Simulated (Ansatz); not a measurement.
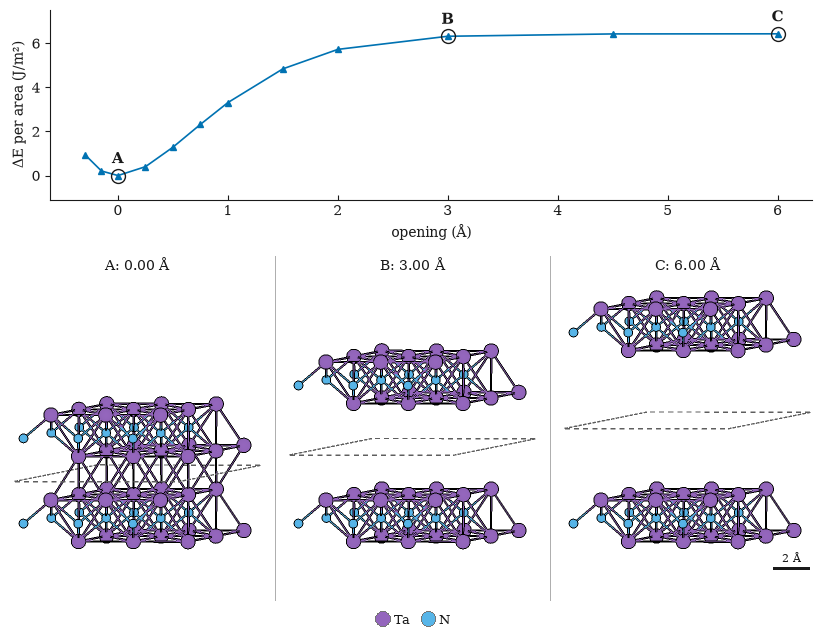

Solid Ta2N (P-3m1): the crystal is pulled apart rigidly along the normal of the (0 0 1) plane of the conventional cell, at a cut between a plane of Ta below and one of Ta above, 2.37 Å apart. One cut stands in each cell, which starts 9.6 Å high; nothing is relaxed, and the dashed outline marks the cut. The lettered frames are marked on the plot. Style: ball-and-stick. Shown: the layers on both sides of the cut, from the side, nearly along the cut plane.

Method: Ansatz, DFT PBEsol, scalar-relativistic, plane waves, PAW. Settings: plane-wave cutoff 420 eV; k-point mesh 17 × 17 × 5; occupations gaussian; smearing width 0.15 eV; no spin polarisation. Energies (free energies at the smearing named) are counted from the relaxed crystal.

Question: Describe the profile.

Answer: At the widest opening, 6.00 Å, the energy has risen by 6.43 J/m², where the curve has levelled off: this is the ideal work of separation, the sum of the two unrelaxed surface energies of a slab 9.6 Å thick. The steepest rise lies between 0.50 Å and 0.75 Å, with a mean traction of about 41 GPa. Pressing the cut together by 0.30 Å costs 0.95 J/m².

The computed points:

```csv
opening (Å),ΔE per area (J/m²)
−0.30,0.95
−0.15,0.21
0.00,0.00
0.25,0.40
0.50,1.29
0.75,2.32
1.00,3.31
1.50,4.84
2.00,5.73
3.00,6.32
4.50,6.43
6.00,6.43
```
